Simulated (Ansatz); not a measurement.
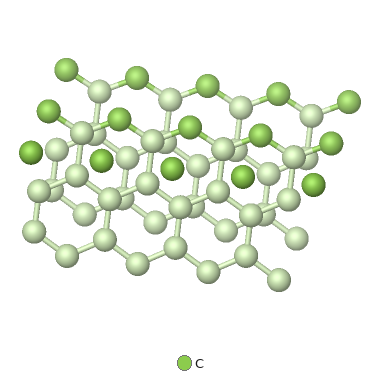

The system is CO on a C(111) slab cut from the Fmmm phase, its upper half relaxed before the scan (12 atoms of substrate and one adsorbate in a 2 × 1 cell); the picture shows it without the atoms that are moved over the map. 
- CO (O end down) is moved over the surface cell at a fixed height above a rigid substrate; the origin of the map has the adsorbate above C11; the height is held at 3.10 Å.
- Places are given modulo a cell vector. The map is drawn in real space over the plane of the surface.
- The grid has 4 × 4 points.
- Places are given in fractions of the 1 × 1 surface cell.
- Energies: meV, counted from the lowest grid point.
- At a fixed height the lowest place need not be the adsorption site.
- Theory: Ansatz 0.2.0, DFT PBE+D3(BJ), scalar-relativistic, plane waves, PAW. Settings: cutoff 420 eV, k-mesh 6×8×1, gaussian smearing 0.05 eV, no spin polarisation.

Range: position of O13 along the first surface vector from 0.00 to 0.75; position of O13 along the second surface vector from 0.00 to 0.75.

What landscape does the calculation give?

Answer. The lowest grid point is at the trough between two rows of top atoms, (2/4, 2/4) of the cell vectors. The highest grid point, the top site over a surface C atom, (0/4, 0/4) of the cell vectors, lies 20.2 meV above the lowest.

```tsv
second ↓, first →	0/4	1/4	2/4	3/4
3/4	8.8	6.7	2.5	4.6
2/4	2.9	1.1	0.0	1.9
1/4	13.0	6.9	4.2	10.3
0/4	20.2	13.3	6.4	13.2
```

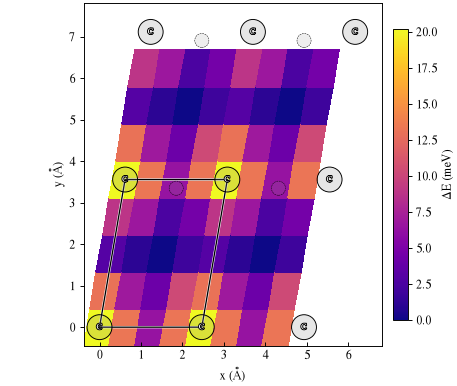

In the figure: one coloured cell a grid point, labelled circles for the atoms of the top layer and small ones for the second layer, the outline of one cell of the 2 × 2 shown.

Time for the 16 points that were run: 15 min on 1 thread of Arm Neoverse V2, on a shared host.

PAW datasets: the set soft_1.
